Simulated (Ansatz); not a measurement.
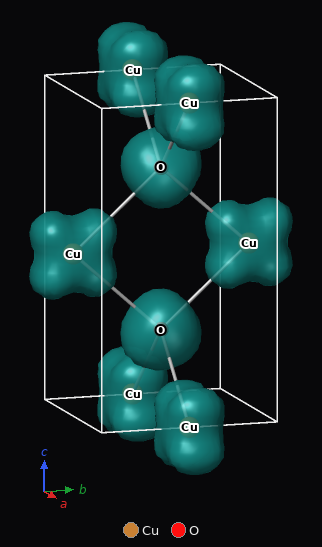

Figure. CuO. Isosurfaces of the spin density (up minus down) at +0.1 (teal) and −0.1 e/Å³ (pink), seen slightly off an axis. Sticks mark near contacts.

Space group Cccm; a structure from a database of computed crystals, not necessarily the ambient phase; spin-polarised.

These are results of DFT r2SCAN, scalar-relativistic, plane waves, PAW in Ansatz 0.2.0, not measurements.

Where is the spin, and how is it ordered?

Answer. The spin density sits on Cu: +0.6 μB (×2); O: +0.3 μB (×2) in one cell of 4 atoms: parallel moments (a ferromagnetic arrangement) in this solution. The cell of the calculation (4 atoms) carries 1.9 μB of net spin moment. Only one sign reaches the isovalue.
